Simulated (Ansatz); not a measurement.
# Single-point calculation, with input and output: Fe₃Co (part 2 of 2)

Fe₃Co (P4/mmm, 8 atoms in the cell); DFT PBEsol, scalar-relativistic, plane waves, PAW, spin-polarised (Ansatz 0.2.0); cutoff 420 eV, 10×10×7 k-mesh, Gaussian smearing of 0.1 eV, collinear spins. The structure derives from a Materials Project entry. It belongs to a series of runs on one base structure; here: antiferromagnetic, doubled cell, propagation vector (0, 0, 1/2).

Geometry of the input (Å; fractional positions):
```
4.0236  0.0000  0.0000
0.0000  4.0236  0.0000
0.0000  0.0000  5.6554
Fe 0.5000  0.5000  0.0000
Fe 0.5000  0.0000  0.2500
Fe 0.0000  0.5000  0.2500
Co 0.0000  0.0000  0.0000
Fe 0.5000  0.5000  0.5000
Fe 0.5000  0.0000  0.7500
Fe 0.0000  0.5000  0.7500
Co 0.0000  0.0000  0.5000
```

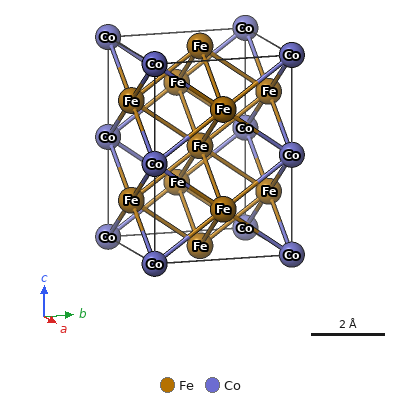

The input geometry (ball-and-stick view of the cell of the calculation, seen slightly off an axis). An atom can appear more than once, as a periodic image.

**Output, continued**
```
--- Stress (GPa, compression-positive) ---
       -7.195946       0.000000      -0.000000
        0.000000      -7.195946       0.000000
       -0.000000       0.000000     -15.924014
  P = ⅓ Tr σ = -10.1053 GPa (-101.053 kbar)
--- Band table (eV; the first three rows and the last of 168) ---
  k-point 0 ↑: bands = ["-77.0241", "-75.8219", "-70.0886", "-70.0777", "-69.3943", "-67.2981", "-67.1683", "-67.1629", "-40.5340", "-40.3811", "-40.3811", "-39.3302", "-39.2227", "-39.2227", "-36.2990", "-36.2918", "-36.2918", "-36.2847", "-36.1862", "-36.1862", "-35.6179", "-35.5503", "-35.5503", "-33.5698", "-33.5698", "-33.5687", "-33.4517", "-33.4311", "-33.3691", "-33.3691", "-33.3222", "-33.3222", "9.4689", "13.2194", "13.3968", "13.5120", "13.5392", "13.6491", "14.1019", "14.6123", "14.6123", "15.2656", "15.2656", "15.3543", "15.4279", "15.6048", "15.7767", "15.7767", "16.0068", "16.0090", "16.0090", "16.3200", "16.6499", "16.6499", "16.8144", "16.9919", "17.2978", "17.3060", "17.3978", "17.4361", "17.5017", "17.5017", "18.1585", "18.3481", "18.3481", "18.4836", "18.6919", "19.1792", "19.1792", "19.3257", "19.4101", "19.4154", "19.5470", "19.5470", "19.6305", "19.8861", "19.9568", "25.4433", "25.5866", "26.7496", "26.7636", "26.7636", "26.8486", "26.8486", "26.9125", "27.6509", "27.6509", "27.8760", "28.4090", "28.9204", "33.7004", "33.8911", "34.8952", "34.8952", "35.0014", "35.0014"]
  k-point 1 ↑: bands = ["-77.0240", "-75.8219", "-70.0886", "-70.0777", "-69.3942", "-67.2981", "-67.1683", "-67.1629", "-40.5339", "-40.3811", "-40.3811", "-39.3302", "-39.2227", "-39.2227", "-36.2990", "-36.2918", "-36.2918", "-36.2847", "-36.1861", "-36.1861", "-35.6178", "-35.5503", "-35.5503", "-33.5698", "-33.5698", "-33.5685", "-33.4518", "-33.4315", "-33.3691", "-33.3691", "-33.3222", "-33.3222", "9.5751", "12.6996", "13.4568", "13.5802", "13.6077", "13.6770", "14.3648", "14.6089", "14.6089", "15.2770", "15.3047", "15.3047", "15.3319", "15.4470", "15.7687", "15.7687", "16.0169", "16.0298", "16.0298", "16.4754", "16.6621", "16.6621", "16.8145", "17.0007", "17.2566", "17.3118", "17.3979", "17.4561", "17.5316", "17.5316", "17.9612", "17.9612", "18.2012", "18.4619", "18.7129", "19.2238", "19.2238", "19.3228", "19.4026", "19.4135", "19.6209", "19.8861", "19.9237", "19.9237", "20.2242", "25.4242", "25.4588", "25.4588", "25.5686", "26.5667", "26.6548", "27.1825", "27.8599", "27.8599", "28.2218", "28.2218", "28.9883", "29.4294", "33.3798", "33.3798", "33.7128", "34.3648", "35.0268", "35.4943"]
  k-point 2 ↑: bands = ["-77.0240", "-75.8219", "-70.0886", "-70.0777", "-69.3942", "-67.2981", "-67.1683", "-67.1629", "-40.5338", "-40.3811", "-40.3811", "-39.3304", "-39.2227", "-39.2227", "-36.2989", "-36.2918", "-36.2918", "-36.2845", "-36.1861", "-36.1861", "-35.6174", "-35.5503", "-35.5503", "-33.5698", "-33.5698", "-33.5682", "-33.4520", "-33.4323", "-33.3692", "-33.3692", "-33.3222", "-33.3222", "9.8891", "11.8804", "13.6083", "13.6500", "13.7478", "13.7953", "14.6030", "14.6030", "14.6204", "15.0812", "15.0845", "15.1845", "15.3908", "15.3908", "15.7529", "15.7529", "16.0412", "16.1111", "16.1111", "16.6851", "16.6851", "16.7297", "16.8145", "17.0149", "17.1757", "17.3130", "17.3297", "17.3297", "17.3984", "17.4979", "17.7069", "17.7069", "18.2890", "18.4076", "18.7409", "19.0515", "19.0515", "19.3167", "19.3742", "19.4099", "19.5986", "19.8860", "20.7853", "20.7853", "21.0506", "24.1852", "24.1852", "25.3758", "25.5219", "25.6716", "26.3096", "26.3443", "28.4705", "28.4705", "29.6840", "29.6840", "30.2257", "30.6251", "31.9075", "31.9075", "33.7452", "34.2092", "34.2092", "34.7005"]
  k-point 83 ↓: bands = ["-77.0239", "-75.8217", "-70.0827", "-70.0827", "-69.3948", "-67.2930", "-67.1684", "-67.1684", "-40.5354", "-40.3807", "-40.3807", "-39.3330", "-39.2221", "-39.2221", "-36.3155", "-36.2960", "-36.2960", "-36.2539", "-36.2341", "-36.1473", "-35.6076", "-35.5550", "-35.5550", "-33.6028", "-33.5701", "-33.5701", "-33.4010", "-33.4005", "-33.4005", "-33.3519", "-33.3507", "-33.3280", "13.3174", "13.3745", "13.3745", "13.4877", "13.8607", "14.0256", "14.0407", "14.0407", "15.1508", "15.1508", "15.1871", "15.1871", "15.2257", "15.2531", "15.5110", "15.5511", "16.1974", "16.3284", "16.3284", "16.3343", "16.3691", "16.5692", "16.6332", "16.6332", "17.0537", "17.0537", "17.1286", "17.2697", "17.9896", "18.1378", "18.1761", "18.1761", "18.2310", "18.3035", "18.3035", "18.3513", "18.6674", "18.6674", "18.7616", "18.7908", "19.5035", "19.5355", "19.5355", "19.7649", "19.9210", "19.9569", "20.4403", "20.4403", "27.7756", "28.1147", "28.1147", "28.2497", "29.4226", "29.7710", "29.7710", "29.9121", "35.4921", "35.4921", "35.5572", "35.7479", "35.9192", "35.9801", "35.9801", "36.0969"]
--- Löwdin populations: 8 sites ---
  site symbol       q [e]    m [muB]
     0     Fe     15.8370     1.9045
     1     Fe     15.7200     2.6248
     2     Fe     15.7200     2.6248
     3     Co     16.8036     1.0252
     4     Fe     15.8370    -1.9045
     5     Fe     15.7200    -2.6248
     6     Fe     15.7200    -2.6248
     7     Co     16.8036    -1.0252
  spilling = 0.014143 (of n_electrons = 130.000000)
```

**File populations.tsv**
```
# site	symbol	l	j	q_up	q_dn
# orbitals = lowdin
# n_electrons = 130.000000
# spilling = 0.014143
0	Fe	0_3S	-	0.993030	0.993290
0	Fe	0_4S	-	0.481552	0.456385
0	Fe	1_3P	-	2.998256	2.998160
0	Fe	2_3D	-	4.397904	2.518414
1	Fe	0_3S	-	0.993332	0.993591
1	Fe	0_4S	-	0.501840	0.464424
1	Fe	1_3P	-	2.998394	2.998385
1	Fe	2_3D	-	4.678846	2.091234
2	Fe	0_3S	-	0.993332	0.993591
2	Fe	0_4S	-	0.501840	0.464424
2	Fe	1_3P	-	2.998394	2.998385
2	Fe	2_3D	-	4.678846	2.091234
3	Co	0_3S	-	0.993705	0.993767
3	Co	0_4S	-	0.477075	0.467988
3	Co	1_3P	-	2.998576	2.998636
3	Co	2_3D	-	4.445080	3.428809
4	Fe	0_3S	-	0.993290	0.993030
4	Fe	0_4S	-	0.456385	0.481552
4	Fe	1_3P	-	2.998160	2.998256
4	Fe	2_3D	-	2.518414	4.397904
5	Fe	0_3S	-	0.993591	0.993332
5	Fe	0_4S	-	0.464424	0.501840
5	Fe	1_3P	-	2.998385	2.998394
5	Fe	2_3D	-	2.091234	4.678846
6	Fe	0_3S	-	0.993591	0.993332
6	Fe	0_4S	-	0.464424	0.501840
6	Fe	1_3P	-	2.998385	2.998394
6	Fe	2_3D	-	2.091234	4.678846
7	Co	0_3S	-	0.993767	0.993705
7	Co	0_4S	-	0.467988	0.477075
7	Co	1_3P	-	2.998636	2.998576
7	Co	2_3D	-	3.428809	4.445080
```

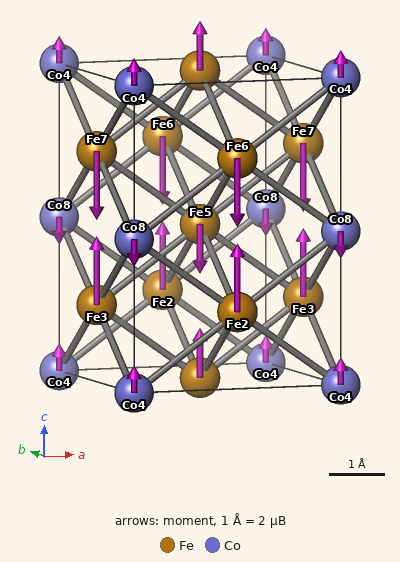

Magnetic moments of the sites as pink arrows (ball-and-stick view of the cell of the calculation, seen slightly off an axis; atoms are numbered from 1 in the order of the input); small moments hardly show. The run is collinear, so the axis drawn is arbitrary. Site moments: Fe2, Fe3 (2.54 μB); Fe6, Fe7 (−2.54 μB); Fe1 (1.84 μB); Fe5 (−1.84 μB); Co4 (1.02 μB); Co8 (−1.02 μB). They are counted near the atoms and needn't add up to the moment of the cell.

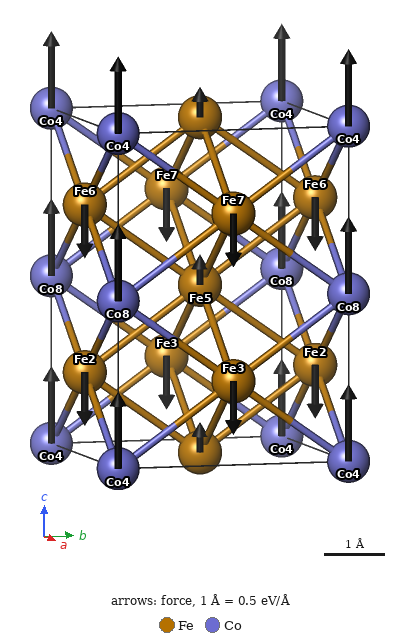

Forces on the atoms as black arrows (ball-and-stick view of the cell of the calculation, seen slightly off an axis; atoms are numbered from 1 in the order of the input). The largest act on Co4, Co8 (0.65 eV/Å); Fe2, Fe3, Fe6, Fe7 (0.45 eV/Å); Fe1, Fe5 (0.26 eV/Å). The geometry is not a stationary point of this energy.
